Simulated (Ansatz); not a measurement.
# HfSi$_{39}$ (cell with a defect): what the fields show

```
Hf Si
1.0
    -8.20514    2.73505   -5.47009
     8.20514   -2.73505   -5.47009
    -2.73505   -8.20514    5.47009
Hf Si
1 39
Direct
  0.57500 0.77500 0.10000
  0.42269 0.72249 0.40522
  0.11724 0.62155 0.99892
  0.27227 0.67783 0.70061
  0.97326 0.57408 0.29727
  0.82500 0.52500 0.60000
  0.67217 0.47278 0.89444
  0.52263 0.41832 0.20108
  0.21728 0.31747 0.79478
  0.37401 0.37674 0.50082
  0.07500 0.27500 0.10000
  0.93168 0.23276 0.40431
  0.77592 0.17319 0.69918
  0.62751 0.13272 0.00019
  0.47834 0.07773 0.30556
  0.17681 0.97599 0.90273
  0.32500 0.02500 0.60000
  0.03253 0.92731 0.19981
  0.72845 0.82737 0.79569
  0.87722 0.87166 0.49939
  0.48944 0.47240 0.98992
  0.34871 0.44867 0.29971
  0.04896 0.34900 0.90029
  0.20383 0.40656 0.60446
  0.90133 0.30104 0.20003
  0.75346 0.25106 0.50195
  0.60153 0.20147 0.79715
  0.45063 0.14617 0.10273
  0.14853 0.04568 0.70007
  0.30432 0.10439 0.40285
  0.00100 0.00129 0.99997
  0.87760 0.96752 0.31705
  0.70210 0.89937 0.59554
  0.55047 0.86056 0.88295
  0.38248 0.79953 0.21008
  0.09894 0.70089 0.80240
  0.24561 0.74847 0.49993
  0.94344 0.64790 0.09727
  0.64911 0.55151 0.69805
  0.79849 0.59654 0.39760
```

Method: DFT PBE, scalar-relativistic, plane waves, PAW in Ansatz 0.2.0.

Core electrons are frozen (PAW), and the valence fields are smoothed inside the atomic spheres.

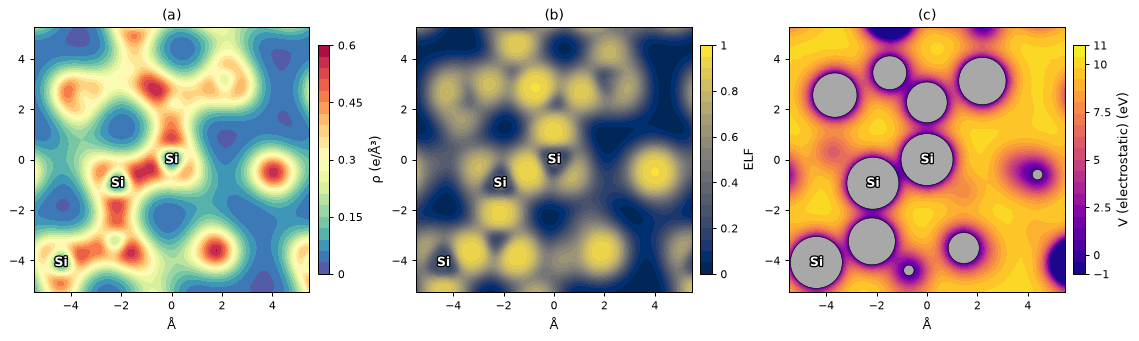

Figure 1. (a) valence charge density (pseudo); (b) electron localisation function; (c) electrostatic potential energy of an electron on the (101̄) plane of the calculation cell. Grey discs cover the atomic cores in the potential map.

Read the bonding off the picture.

Answer. Atoms in the plane: Si.
Atoms just off the plane (Si, 0.4 Å away) can leave unmarked features too.
Si–Si (2.34 Å): the density is about 0.55 e/Å³ at the midpoint; the ELF peaks at about 0.95 between the atoms, as expected for localised, covalent bonding.
Between the atoms the lowest density in this plane is 0.02 e/Å³.
Outside the cores the potential energy rises away from the atoms and is highest about 2.2 Å from the nearest atoms; its zero is arbitrary.

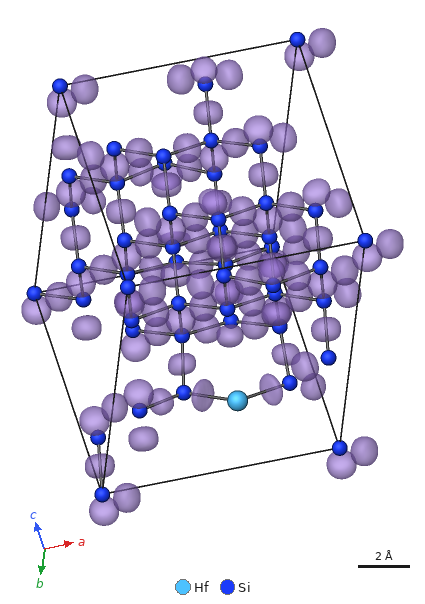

Figure 2. Isosurface of the electron localisation function at 0.85 (purple), seen at an oblique angle. Core shells and regions of very low density are left out. Sticks mark near contacts.

What do the ELF domains correspond to?

Answer. At this value the surface marks out 76 regions between bonded Si–Si atoms (shared pairs) and four lobes of the valence shell of Si pointing towards Hf (polar bonds), counted in one cell of 40 atoms. Any copies at cell faces, edges or corners count once.


 Hf–Si (2.60 Å): the ELF peaks at about 0.95 in the valence shell of Si, 1.0 Å from its nucleus, and is about 0.75 at the midpoint.

Does the calculation make it a metal, or give it a gap?

Answer. It is gapped, with a Kohn–Sham gap of 0.46 eV on the k-point mesh, an upper bound to the gap of this method.
